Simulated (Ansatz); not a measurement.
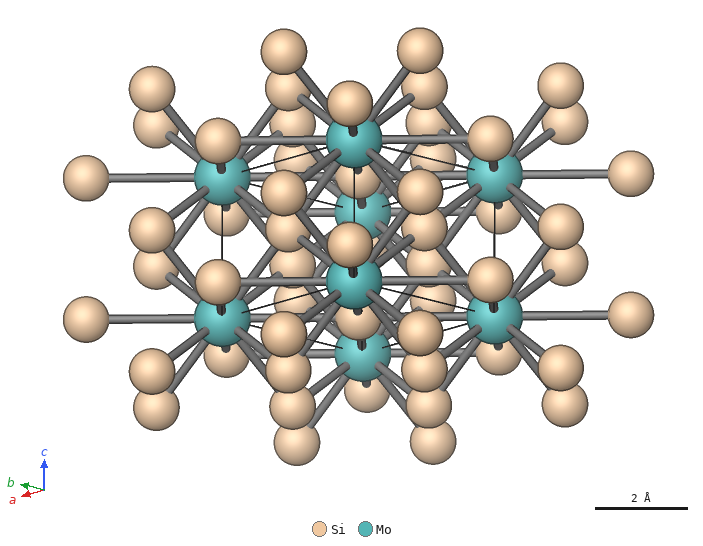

Ball-and-stick representation of a periodic structure, projected from a general direction. One conventional unit cell is outlined, and atoms on its boundary appear in each equivalent place. The bonded neighbours beyond the faces are included.

Si₃Mo, space group P4/mmm (No. 123), a = 4.19 Å, b = 4.19 Å, c = 3.18 Å, α = 90.00°, β = 90.00°, γ = 90.00°.

Calculation details: DFT PBE, scalar-relativistic, plane waves, PAW in Ansatz 0.2.0; a cutoff energy of 420 eV, a 12×12×14 grid in reciprocal space, Gaussian smearing of 0.1 eV, no spin polarisation.

Question: Is it conducting or gapped at this level?

Answer: A metal: bands cross the Fermi level.

Question: What is the pressure at this volume?

Answer: The computed pressure is 0.0 GPa, close to zero.

The model was built from a structure type filled with these elements by a generator (whether the compound takes this form wasn't checked). Earlier steps of the study may have refined or changed the cell and positions. It was the input of a calculation with Ansatz.
